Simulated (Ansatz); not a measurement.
**Two runs on PtSe**

System: PtSe (2 atoms in the cell).
Method of run A: DFT PBE+U+J, scalar-relativistic, plane waves, PAW, U = 7 eV, J = 0.9 eV on Pt atom 1 d, spin-polarised (Ansatz 0.2.0).

The structure was built on a prototype by a generator; it need not be a known phase. Text and figures count atoms from 1; the logs count them from 0 in places.

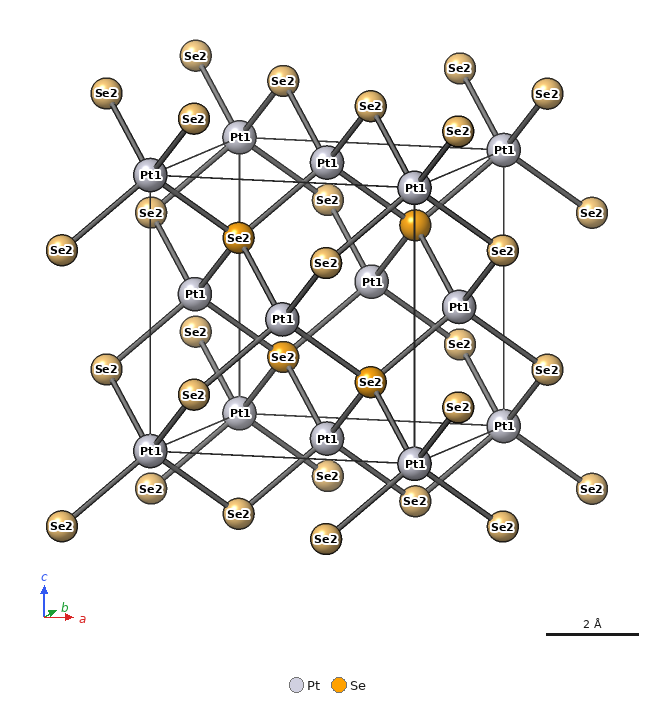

Figure 1. The input geometry (ball-and-stick view of the cell 4 times as large as that of the calculation, set on its symmetry axes, seen slightly off an axis; neighbours outside the cell are drawn fainter; atoms are numbered from 1 in the order of the input). An atom can appear more than once, as a periodic image.

### Input, run A
```yaml
crystal:
  lattice:
    - [0.0, 3.03744723, 3.03744723]
    - [3.03744723, 0.0, 3.03744723]
    - [3.03744723, 3.03744723, 0.0]
  atoms:
    - { symbol: Pt, position: [0.0, 0.0, 0.0], spin: 2.0 }
    - { symbol: Se, position: [0.25, 0.25, 0.25] }
basis:
  ecutwfc: 420
  ecutrho_ratio: 4
kpoints:
  mp_grid: { grid: [5, 5, 5] }
hamiltonian:
  xc: pbe
  hubbard:
    sites:
      - { site: 0, l: d, u: 7.0, j: 0.9, starting_ns: [{ spin: up, occupation_matrix: s0up }, { spin: down, occupation_matrix: s0down }] }
    occupation_matrices:
      s0up:
        matrix:
          - [0.97, 0.0, 0.0, 0.0, 0.0]
          - [0.0, 0.97, 0.0, 0.0, 0.0]
          - [0.0, 0.0, 0.97, 0.0, 0.0]
          - [0.0, 0.0, 0.0, 0.97, 0.0]
          - [0.0, 0.0, 0.0, 0.0, 0.97]
      s0down:
        matrix:
          - [0.95898, 0.02165, -0.0932, 0.03406, 0.00582]
          - [0.02165, 0.87634, 0.2077, -0.00157, 0.19129]
          - [-0.0932, 0.2077, 0.16997, 0.25652, -0.04848]
          - [0.03406, -0.00157, 0.25652, 0.78135, -0.27688]
          - [0.00582, 0.19129, -0.04848, -0.27688, 0.16336]
    ns_hold: { iters: 5 }
scf:
  occupations: { method: gaussian, width: 0.05 }
  lower_state_search: "off"
  max_iter: 150
output:
  forces: true
  stress: true
  eigenvalues: true
  populations: true
  hubbard: { sites: [{ site: 0, l: d }] }
magnetization:
  spin_polarized: true
```

Command:
```bash
ansatz run input.yaml --threads 2 --pin off --max-ram 3072MiB --backend cpu --events-out ev --progress --plain --runs-dir out
```

Hardware: 2 threads of Intel Xeon (Sapphire Rapids), 16 GiB of memory available, shared host.

### Output, shortened to warnings, some set-up lines, iterations and results (run A)
```
Warning: crystal.symmetry: narrowed to the stabiliser of the occupation matrices — unitary ops 24 → 1; lowered by the specified shell (site 0, l: d); largest admitted image defect 4.4e-16, smallest excluded 3.9e-1 — at a splitting's scale: the group the occupation matrices' own texture admits
WARN: hamiltonian.hubbard: on 1 of 2 specified blocks the occupation matrix of this SCF's result fails the test of the specified filling. At site 0 ↓ (sites count from 0 in the list of atoms of the cell that this SCF solves) the least filled combination of the orbitals specified full has occupation 0.877, and the fullest combination of the orbitals specified empty has occupation 0.896; the …
Basis set: ecut = 420 eV, 1067 PW (Γ), exchange–correlation on 60×60×60 points (8 copies of the dense FFT grid, shifted against one another)
Symmetry: 1 space group operations
k-points: 63 of 125 (time reversal used)
Initial density: superposition of atomic densities (chi_scale 0.1, normalization cell)
[...]
SCF iter   1: F=—  HF=-17988.649447 eV  |F-HF|=—  |Δ(HF+E_count)|=         —  Δρ=6.32e-2 (↑4.45e-2 ↓6.32e-2)  dr2=3.69e0  dr2_m=7.27e-1  M=2.000 μB ∫|m|=2.003 μB  β_m=0.30  …
SCF iter   2: F=—  HF=-17987.830860 eV  |F-HF|=—  |Δ(HF+E_count)|=   8.19e-1  Δρ=4.39e-2 (↑1.68e-2 ↓4.39e-2)  dr2=2.57e-1  dr2_m=3.62e-1  M=1.975 μB ∫|m|=1.981 μB  β_m=0.30  …
SCF iter   3: F=—  HF=-17987.882941 eV  |F-HF|=—  |Δ(HF+E_count)|=   5.21e-2  Δρ=3.04e-2 (↑1.16e-2 ↓3.04e-2)  dr2=9.46e-2  dr2_m=1.89e-1  M=1.973 μB ∫|m|=1.980 μB  β_m=0.30  …
SCF iter   4: F=—  HF=-17987.915820 eV  |F-HF|=—  |Δ(HF+E_count)|=   3.29e-2  Δρ=1.49e-2 (↑1.40e-2 ↓1.49e-2)  dr2=1.65e-3  dr2_m=1.07e-1  M=1.980 μB ∫|m|=1.988 μB  β_m=0.30  …
SCF iter   5: F=—  HF=-17987.944018 eV  |F-HF|=—  |Δ(HF+E_count)|=   2.82e-2  Δρ=1.07e-2 (↑1.03e-2 ↓1.07e-2)  dr2=3.82e-4  dr2_m=5.65e-2  M=1.990 μB ∫|m|=1.998 μB  β_m=1.00  …
[... 43 lines ...]
SCF iter  49: F=—  HF=-17989.108523 eV  |F-HF|=—  |Δ(HF+E_count)|=   1.28e-5  Δρ=1.43e-4 (↑8.10e-5 ↓1.43e-4)  dr2=1.35e-5  dr2_m=2.97e-6  M=0.180 μB ∫|m|=0.183 μB  …
SCF iter  50: F=—  HF=-17989.108525 eV  |F-HF|=—  |Δ(HF+E_count)|=   1.80e-6  Δρ=4.56e-6 (↑4.56e-6 ↓4.28e-6)  dr2=2.66e-8  dr2_m=3.75e-9  M=0.177 μB ∫|m|=0.180 μB  …
SCF iter  51: F=-17989.108525 eV  HF=-17989.108525 eV  |F-HF|=7.35e-10  |Δ(HF+E_count)|=  6.04e-10  Δρ=6.52e-7 (↑6.46e-7 ↓6.52e-7)  dr2=8.73e-10  dr2_m=3.33e-11  M=0.177 μB …
SCF iter  52: F=-17989.108525 eV  HF=-17989.108525 eV  |F-HF|=7.42e-10  |Δ(HF+E_count)|=  3.64e-12  Δρ=6.51e-7 (↑6.45e-7 ↓6.51e-7)  dr2=8.72e-10  dr2_m=3.32e-11  M=0.177 μB …
SCF 1 converged in 52 iterations: F = -17989.108525 eV  dr2 = 8.72e-10
SCF converged after 52 iterations
Magnetization: 0.1773 μB (17.0886 up, 16.9114 down)
Absolute magnetization: 0.1774 μB (∫|ρ↑−ρ↓|, with the PAW one-centre terms)
Spin contamination: 0.0003 ħ² per cell (⟨S²⟩ above its minimum at these occupations)
Per-site moments (μB) at R_I (Å): [(0.0869152884144816, 1.0850839163318036), (0.045373749345282245, 1.0850839163318036)]
Free energy (F): -17989.108525 eV
Harris-Foulkes:  -17989.108525 eV  (|F-HF|=7.42e-10)
Internal energy: -17989.104379 eV  (E = F + TS)
E sigma→0 (E₀):  -17989.106452 eV
Entropy (-TS):   -0.004146 eV (-2.073 meV/atom)
Fermi energy:    7.588976 eV
--- Per-component energies (eV) ---
  E_band       = -787.829534
  E_kinetic    = 753.245242
  E_local      = -5192.760802  (includes V_loc(G=0)·N_el)
  E_nonlocal   = -390.119509
  E_hartree    = 2268.283943
  E_xc         = -361.855531
  E_vxc        = -395.374645  (∫ρ·V_xc dr)
  E_hubbard    = 2.112304  (on-site DFT+U / exact-exchange correction)
  E_vhub       = -23.925719  (the Hubbard potential's part of the band-sum identity)
  E_paw        = -11368.913350  (= ΣΔE_a)
  E_vpaw       = -75.459207  (= ΣTr[D̂ρ^β])
  E_aug_tail   = -0.000377  (compensation charges beyond the density's cutoff)
  E_ewald      = -3699.096300
  E_smearing   = -0.004146  (= −TS)
  E_closure    = 0.000000  (closes the sum)
  Σ components = -17989.108525   (vs F -17989.108525, Δ=0.00e0)
--- DFT+U+J on-site energies (Liechtenstein; fll double counting; per corrected site; eV) ---
  site 0 (l=d): U=7.0000  J=0.9000  Tr N=9.2296  E_int=252.943907  E_dc=250.831603  E_U=2.112304
--- Specified on-site occupations, and those of the state reported ---
  electrons in the specified blocks: 7.8000 specified, 9.2296 found
  site 0 (l=d) ↓: largest change of an orbital's occupation 0.8780; electrons 2.9500 specified, 4.5747 found; spectral distance 1.2153
  site 0 (l=d) ↑: largest change of an orbital's occupation 0.0693; electrons 4.8500 specified, 4.6550 found; spectral distance 0.1203
--- Forces (eV/Å), atoms counted from 1 ---
  atom   1  Pt     0.00000193    -0.00000062    -0.00000134
  atom   2  Se    -0.00000137     0.00000040     0.00000089
  max |Σ_I F_I| component: 5.61e-7 eV/Å
--- Stress (GPa, compression-positive) ---
      -10.186992      -0.000025      -0.000012
       -0.000025     -10.186993       0.000035
       -0.000012       0.000035     -10.186992
  P = ⅓ Tr σ = -10.1870 GPa (-101.870 kbar)
Occupation matrices written to [file]
--- Löwdin populations: 2 sites ---
  site symbol       q [e]    m [muB]
     0     Pt     17.8863     0.0921
     1     Se     15.9717     0.0822
  spilling = 0.004176 (of n_electrons = 34.000000)
[...]
```

For run B the input was changed thus:
```diff
-    - { symbol: Pt, position: [0.0, 0.0, 0.0], spin: 2.0 }
+    - { symbol: Pt, position: [0.0, 0.0, 0.0], spin: 3.0 }
-          - [0.95898, 0.02165, -0.0932, 0.03406, 0.00582]
-          - [0.02165, 0.87634, 0.2077, -0.00157, 0.19129]
-          - [-0.0932, 0.2077, 0.16997, 0.25652, -0.04848]
-          - [0.03406, -0.00157, 0.25652, 0.78135, -0.27688]
-          - [0.00582, 0.19129, -0.04848, -0.27688, 0.16336]
+          - [0.10085, 0.13072, 0.05698, 0.18379, -0.1271]
+          - [0.13072, 0.9422, 0.00571, 0.02241, 0.08952]
+          - [0.05698, 0.00571, 0.07067, 0.16294, -0.12545]
+          - [0.18379, 0.02241, 0.16294, 0.54401, -0.40298]
+          - [-0.1271, 0.08952, -0.12545, -0.40298, 0.34227]
```

Predict how the results change.

With the same functional and potentials, run B lies 10.2 meV per atom higher. The net moment of the cell goes from 0.18 to 0.97 μB. The pressure goes from −10.19 to −4.97 GPa. The largest force goes from 0.000 to 0.278 eV/Å. The SCF takes 56 iterations against 52. On the same kind of shared host run B took about 1.5 times as long.

### Output, shortened to warnings, some set-up lines, iterations and results (run B)
```
Warning: crystal.symmetry: narrowed to the stabiliser of the occupation matrices — unitary ops 24 → 1; lowered by the specified shell (site 0, l: d); largest admitted image defect 4.4e-16, smallest excluded 2.7e-1 — at a splitting's scale: the group the occupation matrices' own texture admits
WARN: hamiltonian.hubbard: on 1 of 2 specified blocks the occupation matrix of this SCF's result fails the test of the specified filling. At site 0 ↓ (sites count from 0 in the list of atoms of the cell that this SCF solves) the least filled combination of the orbitals specified full has occupation 0.699, and the fullest combination of the orbitals specified empty has occupation 0.984; the …
Basis set: ecut = 420 eV, 1067 PW (Γ), exchange–correlation on 60×60×60 points (8 copies of the dense FFT grid, shifted against one another)
Symmetry: 1 space group operations
k-points: 63 of 125 (time reversal used)
Initial density: superposition of atomic densities (chi_scale 0.1, normalization cell)
[...]
SCF iter   1: F=—  HF=-17985.963946 eV  |F-HF|=—  |Δ(HF+E_count)|=         —  Δρ=7.32e-2 (↑7.32e-2 ↓5.87e-2)  dr2=5.53e0  dr2_m=1.33e0  M=2.272 μB ∫|m|=2.284 μB  β_m=0.30  …
SCF iter   2: F=—  HF=-17985.285888 eV  |F-HF|=—  |Δ(HF+E_count)|=   6.78e-1  Δρ=4.96e-2 (↑4.96e-2 ↓4.36e-2)  dr2=1.78e0  dr2_m=7.84e-1  M=2.115 μB ∫|m|=2.123 μB  β_m=0.30  …
SCF iter   3: F=—  HF=-17984.978561 eV  |F-HF|=—  |Δ(HF+E_count)|=   3.07e-1  Δρ=3.51e-2 (↑2.77e-2 ↓3.51e-2)  dr2=6.55e-2  dr2_m=4.81e-1  M=2.016 μB ∫|m|=2.023 μB  β_m=0.30  …
SCF iter   4: F=—  HF=-17985.039771 eV  |F-HF|=—  |Δ(HF+E_count)|=   6.12e-2  Δρ=2.50e-2 (↑2.05e-2 ↓2.50e-2)  dr2=1.24e-2  dr2_m=2.63e-1  M=2.001 μB ∫|m|=2.009 μB  β_m=0.30  …
SCF iter   5: F=—  HF=-17985.078025 eV  |F-HF|=—  |Δ(HF+E_count)|=   3.83e-2  Δρ=1.64e-2 (↑1.62e-2 ↓1.64e-2)  dr2=4.06e-4  dr2_m=1.36e-1  M=2.004 μB ∫|m|=2.012 μB  β_m=0.30  …
[... 47 lines ...]
SCF iter  53: F=—  HF=-17989.088195 eV  |F-HF|=—  |Δ(HF+E_count)|=   2.09e-5  Δρ=2.29e-5 (↑2.29e-5 ↓1.39e-5)  dr2=4.05e-7  dr2_m=5.46e-8  M=0.971 μB ∫|m|=0.992 μB  …
SCF iter  54: F=—  HF=-17989.088196 eV  |F-HF|=—  |Δ(HF+E_count)|=   8.52e-7  Δρ=5.23e-6 (↑5.23e-6 ↓3.75e-6)  dr2=2.26e-8  dr2_m=1.83e-9  M=0.971 μB ∫|m|=0.992 μB  …
SCF iter  55: F=-17989.088196 eV  HF=-17989.088196 eV  |F-HF|=5.78e-10  |Δ(HF+E_count)|=   5.60e-8  Δρ=1.43e-6 (↑1.43e-6 ↓7.48e-7)  dr2=1.14e-9  dr2_m=2.99e-10  M=0.971 μB …
SCF iter  56: F=-17989.088196 eV  HF=-17989.088196 eV  |F-HF|=5.71e-10  |Δ(HF+E_count)|=    0.00e0  Δρ=1.43e-6 (↑1.43e-6 ↓7.50e-7)  dr2=1.14e-9  dr2_m=3.00e-10  M=0.971 μB …
SCF 1 converged in 56 iterations: F = -17989.088196 eV  dr2 = 1.14e-9
SCF converged after 56 iterations
Stability not told: the SCF's own minimisation came to no verdict on its close; the lowest value that the minimisation read is 3.0e-2 (residual 2.7e-3): no lower mode is shown, and none is ruled out
Magnetization: 0.9709 μB (17.4855 up, 16.5145 down)
Absolute magnetization: 0.9911 μB (∫|ρ↑−ρ↓|, with the PAW one-centre terms)
Spin contamination: 0.0601 ħ² per cell (⟨S²⟩ above its minimum at these occupations)
Per-site moments (μB) at R_I (Å): [(0.7405174812987916, 1.0850839163318036), (0.04025735331586403, 1.0850839163318036)]
Free energy (F): -17989.088196 eV
Harris-Foulkes:  -17989.088196 eV  (|F-HF|=5.71e-10)
Internal energy: -17989.085959 eV  (E = F + TS)
E sigma→0 (E₀):  -17989.087078 eV
Entropy (-TS):   -0.002237 eV (-1.118 meV/atom)
Fermi energy:    7.765745 eV
--- Per-component energies (eV) ---
  E_band       = -790.954474
  E_kinetic    = 752.421018
  E_local      = -5186.611939  (includes V_loc(G=0)·N_el)
  E_nonlocal   = -391.248573
  E_hartree    = 2264.187302
  E_xc         = -362.107317
  E_vxc        = -395.664218  (∫ρ·V_xc dr)
  E_hubbard    = 1.394194  (on-site DFT+U / exact-exchange correction)
  E_vhub       = -24.302563  (the Hubbard potential's part of the band-sum identity)
  E_paw        = -11368.023966  (= ΣΔE_a)
  E_vpaw       = -73.922856  (= ΣTr[D̂ρ^β])
  E_aug_tail   = -0.000377  (compensation charges beyond the density's cutoff)
  E_ewald      = -3699.096300
  E_smearing   = -0.002237  (= −TS)
  E_closure    = 0.000000  (closes the sum)
  Σ components = -17989.088196   (vs F -17989.088196, Δ=0.00e0)
--- DFT+U+J on-site energies (Liechtenstein; fll double counting; per corrected site; eV) ---
  site 0 (l=d): U=7.0000  J=0.9000  Tr N=8.8823  E_int=232.534554  E_dc=231.140360  E_U=1.394194
--- Specified on-site occupations, and those of the state reported ---
  electrons in the specified blocks: 6.8500 specified, 8.8823 found
  site 0 (l=d) ↓: largest change of an orbital's occupation 0.9646; electrons 2.0000 specified, 4.0341 found; spectral distance 1.2978
  site 0 (l=d) ↑: largest change of an orbital's occupation 0.0229; electrons 4.8500 specified, 4.8482 found; spectral distance 0.0416
--- Forces (eV/Å), atoms counted from 1 ---
  atom   1  Pt    -0.16882132     0.15581448     0.15579354
  atom   2  Se     0.16882671    -0.15580843    -0.15579108
  max |Σ_I F_I| component: 6.06e-6 eV/Å
--- Stress (GPa, compression-positive) ---
       -4.737181       1.207073       1.207178
        1.207076      -5.092126      -1.295453
        1.207180      -1.295452      -5.092422
  P = ⅓ Tr σ = -4.9739 GPa (-49.739 kbar)
Occupation matrices written to [file]
--- Löwdin populations: 2 sites ---
  site symbol       q [e]    m [muB]
[...]
```

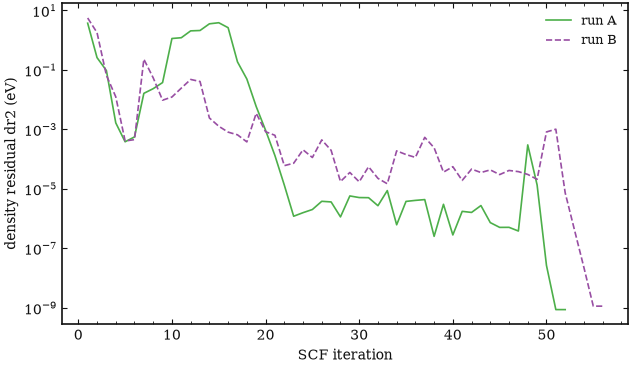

Figure 2. Convergence of the two runs: density residual dr2 against the SCF iteration. Run A takes 52 iterations in all, and run B takes 56.

### The two runs side by side

| quantity | run A | run B |
| --- | --- | --- |
| outcome | converged | converged |
| free energy per atom (eV) | −8994.5543 | −8994.5441 |
| energy per atom, smearing taken to zero (eV) | −8994.5532 | −8994.5435 |
| gap on the mesh (eV) | 0.00 | 0.00 |
| net moment of the cell (μB) | 0.18 | 0.97 |
| absolute moment of the cell (μB) | 0.18 | 0.99 |
| pressure (GPa) | −10.19 | −4.97 |
| largest force (eV/Å) | 0.000 | 0.278 |
| SCF iterations | 52 | 56 |
| irreducible k-points | 63 | 63 |
| plane waves at Γ | 1067 | 1067 |
| wall time (shared host) | 34 s | 50 s |

For both runs: Warnings: the typed occupations were not kept; the occupation matrices lower the symmetry. Spin–orbit coupling is left out, which matters for Pt. For run A: The cell is under a tension of 10.2 GPa at this level, so it is not at its equilibrium volume.
